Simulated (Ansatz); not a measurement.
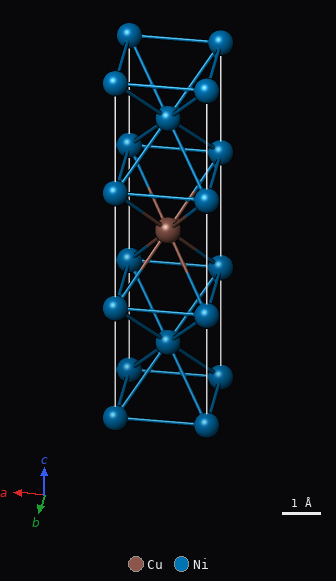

Normal modes of a crystal of CuNi5 (a generated structure), space group P4/mmm (No. 123), at the zone centre. A ball-and-stick model of the cell of the calculation, seen from a free direction.

Level of theory: Ansatz 0.2.0, DFT PBE, scalar-relativistic, plane waves, PAW.

Input
```yaml
crystal:
  lattice:
    - [2.4995385844, 0.0, 0.0]
    - [0.0, 2.4995385844, 0.0]
    - [0.0, 0.0, 10.6208687987]
  atoms:
    - { symbol: Cu, position: [0.5, 0.5, 0.5] }
    - { symbol: Ni, position: [0.0, 0.0, 0.6719744999], spin: 0.57 }
    - { symbol: Ni, position: [0.5, 0.5, 0.8348816555], spin: 0.72 }
    - { symbol: Ni, position: [0.0, 0.0, 0.0], spin: 0.75 }
    - { symbol: Ni, position: [0.5, 0.5, 0.1651183445], spin: 0.72 }
    - { symbol: Ni, position: [0.0, 0.0, 0.3280255001], spin: 0.57 }
basis:
  ecutwfc: 420
kpoints:
  mp_grid: { grid: [14, 14, 4] }
hamiltonian:
  xc: pbe
scf:
  occupations: { method: gaussian, width: 0.2 }
output:
  eigenvalues: true
  populations: true
magnetization:
  spin_polarized: true
phonons:
  method: dfpt
  eigenvectors: true
```

Launched with:
```bash
ansatz run input.yaml --threads 4 --pin off --max-ram 8192MiB --backend cpu --events-out ev --progress --plain --runs-dir out
```

The frequencies depend somewhat on the k-mesh and the smearing.

List the optical modes.

The calculation's cell holds 6 atoms, so there are 15 optical modes, in 10 levels. The optical modes span 2E_g + 3E_u + 2A₁g + 3A₂u. No level is unstable.

```json
{"level": "1", "symmetry": "E_g", "frequency (cm⁻¹)": "103", "activity": "Raman-active"}
{"level": "2", "symmetry": "E_u", "frequency (cm⁻¹)": "108", "activity": "infrared-active"}
{"level": "3", "symmetry": "A₁g", "frequency (cm⁻¹)": "153", "activity": "Raman-active"}
{"level": "4", "symmetry": "A₂u", "frequency (cm⁻¹)": "158", "activity": "infrared-active"}
{"level": "5", "symmetry": "E_u", "frequency (cm⁻¹)": "170", "activity": "infrared-active"}
{"level": "6", "symmetry": "E_g", "frequency (cm⁻¹)": "186", "activity": "Raman-active"}
{"level": "7", "symmetry": "E_u", "frequency (cm⁻¹)": "208", "activity": "infrared-active"}
{"level": "8", "symmetry": "A₂u", "frequency (cm⁻¹)": "247", "activity": "infrared-active"}
{"level": "9", "symmetry": "A₁g", "frequency (cm⁻¹)": "259", "activity": "Raman-active"}
{"level": "10", "symmetry": "A₂u", "frequency (cm⁻¹)": "280", "activity": "infrared-active"}
```

The crystal is a metal, so free carriers screen the infrared response.

The modes drawn as arrows (one member of each degenerate set), 6 of the levels:

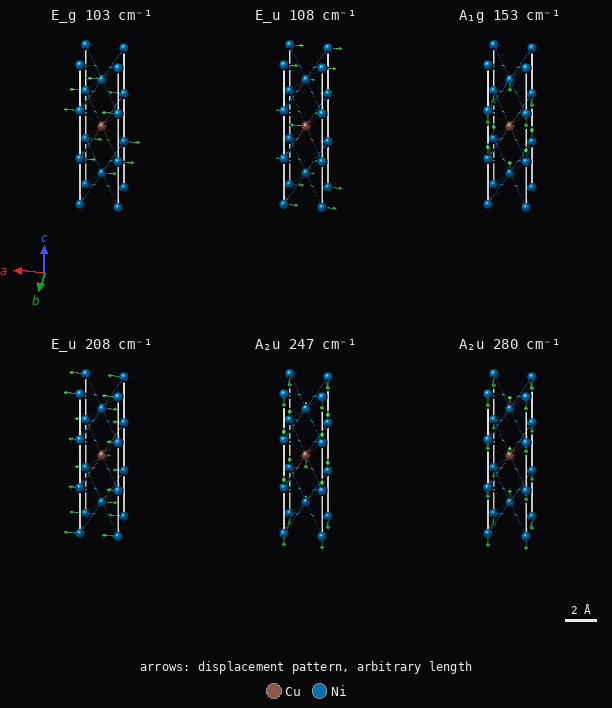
